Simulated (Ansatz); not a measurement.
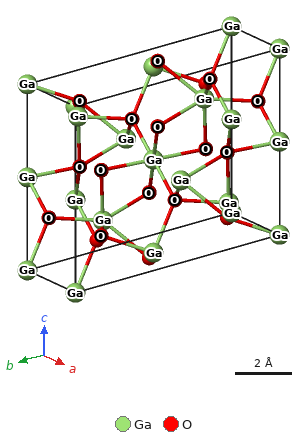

Normal modes of crystalline Ga$_{2}$O$_{3}$, space group Cmcm (No. 63), at the zone centre. A ball-and-stick model of the conventional cell (2 times the calculation's cell), seen from a free direction. Lengths and directions refer to the drawn axes.

The calculation used Ansatz, DFT PBEsol, scalar-relativistic, plane waves, PAW.

Input
```yaml
crystal:
  lattice:
    - [1.3944687154, -4.6375080189, 0.0]
    - [1.3944687154, 4.6375080189, 0.0]
    - [0.0, 0.0, 7.1491151727]
  atoms:
    - { symbol: Ga, position: [0.2483924239, 0.7516075761, 0.75] }
    - { symbol: Ga, position: [0.7516075761, 0.2483924239, 0.25] }
    - { symbol: Ga, position: [0.0, 0.0, 0.0] }
    - { symbol: Ga, position: [0.0, 0.0, 0.5] }
    - { symbol: O, position: [0.3618315686, 0.6381684314, 0.4258156666] }
    - { symbol: O, position: [0.6381684314, 0.3618315686, 0.5741843334] }
    - { symbol: O, position: [0.6381684314, 0.3618315686, 0.9258156666] }
    - { symbol: O, position: [0.3618315686, 0.6381684314, 0.0741843334] }
    - { symbol: O, position: [0.1052953558, 0.8947046442, 0.25] }
    - { symbol: O, position: [0.8947046442, 0.1052953558, 0.75] }
basis:
  ecutwfc: 420
kpoints:
  mp_grid: { grid: [10, 10, 4] }
hamiltonian:
  xc: pbesol
scf:
  occupations: { method: gaussian, width: 0.05 }
output:
  eigenvalues: true
phonons:
  method: fd
  supercell: [1, 1, 1]
  amplitude: 0.02
  eigenvectors: true
  dielectric: false
```

Launched with:
```bash
ansatz run input.yaml --threads 2 --pin off --max-ram 5120MiB --backend cpu --events-out ev --progress --plain --runs-dir out
```

Frequencies are those without the non-analytic (LO–TO) term.

Give the spectrum at this point.

Answer. The calculation's cell holds 10 atoms, so there are 27 optical modes, in 25 levels. Two levels are unstable (imaginary frequency).

```
level           symmetry  frequency (cm⁻¹)         activity
    1                B₁u               52i  infrared-active
    2                A_u               50i           silent
    3                B₁g                57     Raman-active
    4                B₃u               124  infrared-active
    5                B₃g               140     Raman-active
    6                B₁u               197  infrared-active
    7                A_g               199     Raman-active
    8                B₁u               219  infrared-active
    9                B₂g               231     Raman-active
   10                B₂u               240  infrared-active
   11                B₃g               252     Raman-active
   12                B₂u               298  infrared-active
   13                A_u               300           silent
   14                B₁g               309     Raman-active
   15                B₃u               337  infrared-active
   16  doubly degenerate               366     not assigned
   17                A_g               407     Raman-active
   18  doubly degenerate               443     not assigned
   19                A_g               504     Raman-active
   20                B₃g               510     Raman-active
   21                B₂u               523  infrared-active
   22                B₁u               555  infrared-active
   23                B₂u               606  infrared-active
   24                B₃g               612     Raman-active
   25                A_g               633     Raman-active
```

The modes drawn as arrows (one member of each degenerate set), 6 of the levels:

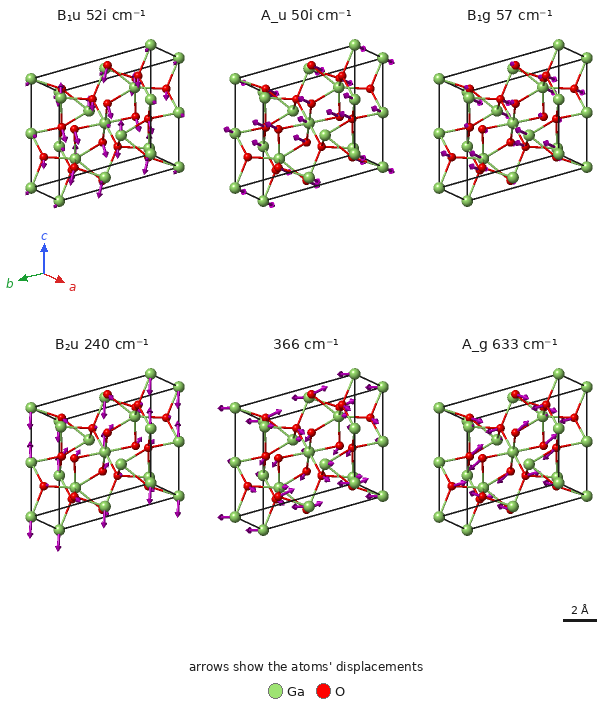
